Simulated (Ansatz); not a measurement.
One cell, run at 7 values of the smearing width.
The run: Te (P3_121, 3 atoms in the cell), by Ansatz 0.2.0, DFT, r2SCAN, plane waves (500 eV) with PAW, scalar-relativistic; 8×8×6 k-mesh, Gaussian smearing.
ΔE is the free energy less its value at the smallest setting, 0.01 eV.
Dashed lines or grey bands mark the tolerance: 0.1 GPa.
Values: 1 eV, 0.6 eV, 0.3 eV, 0.2 eV, 0.1 eV, 0.03 eV and 0.01 eV.

**How do the results converge (to 1 meV/atom and 0.1 GPa)?**

The free energy is within 1 meV/atom of the smallest setting's value from 0.3 eV down. It is off by −46 meV/atom at 1 eV and −5.2 meV/atom at 0.6 eV. The pressure is within 0.1 GPa of the smallest setting's value from 0.6 eV down. It is 0.44 GPa at 1 eV and −0.00 GPa at 0.01 eV. The free energy falls with the width because it holds the −TS term of the fractional occupations.

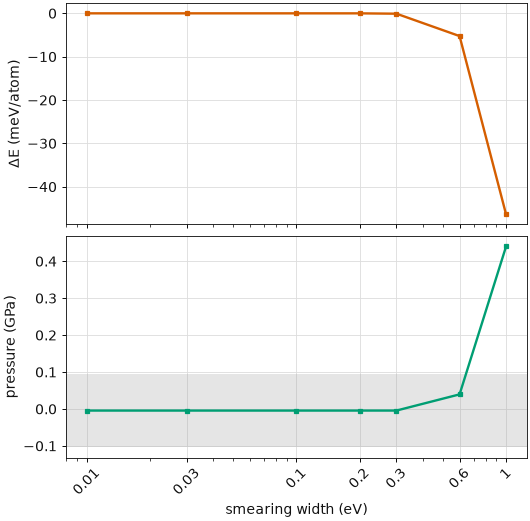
